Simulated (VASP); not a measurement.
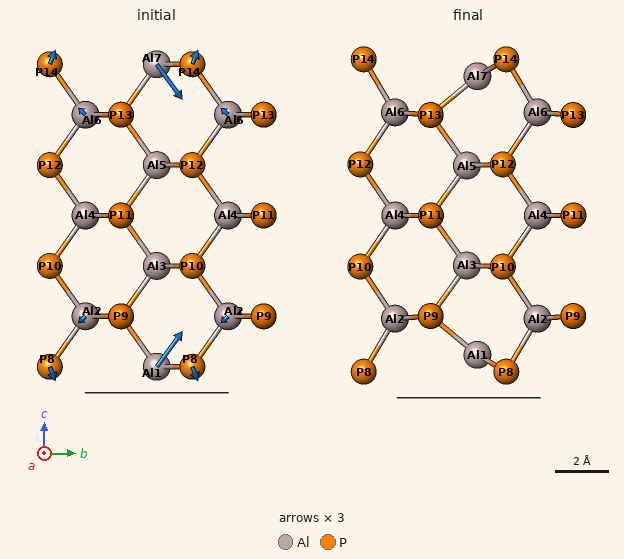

The structure of a slab of composition AlP before (left) and after (right) a relaxation, at one scale. The blue arrows give the displacements, 3 times their true length.

A ball-and-stick model of the cell of the calculation, outlined in the plane, without the vacuum, seen along the a axis.

The run lets the atoms move in a fixed cell.

These are results of VASP, Kohn-Sham DFT of a periodic cell, PBEsol, VASP PAW PBE potentials, recommended, not measurements.

The input:
```
ALGO = Normal ; DIPOL = 0.5 0.5 0.500
EDIFF = 1E-6 ; EDIFFG = -0.02
ENCUT = 520 ; GGA = PS
IBRION = 2 ; IDIPOL = 3
ISIF = 2 ; ISMEAR = 0
KPAR = 4 ; LASPH = T
LCHARG = F ; LDIPOL = T
LREAL = F ; LWAVE = F
NELM = 80 ; NSW = 80
PREC = Accurate ; SIGMA = 0.03
```

Launched with:
```bash
cat potpaw_PBE.64/Al/POTCAR potpaw_PBE.64/P/POTCAR > POTCAR
mpirun -np 4 vasp_std > vasp.out
```

> Summarise the run.

The largest moves relative to the layer's centre, 0.57 Å, are those of Al1 and Al7. Al7 goes at 36° to the normal (−c side). By element the largest moves are Al 0.57 Å, P 0.20 Å. The cell doesn't change. Among the contacts that change: Al1–P8 2.369 → 2.321 Å, Al1–P9 2.369 → 2.331 Å, Al2–P10 2.369 → 2.400 Å, Al3–P10 2.369 → 2.378 Å. Among the angles between lasting bonds that change: Al6–P14–Al7 109.5° → 90.1°, Al5–P13–Al7 109.5° → 94.1°, P13–Al7–P14 109.5° → 123.0°. The energy falls by 1.406 eV per cell of the calculation in 19 geometry steps. The largest force component goes from 1.5 to 0.011 eV/Å.
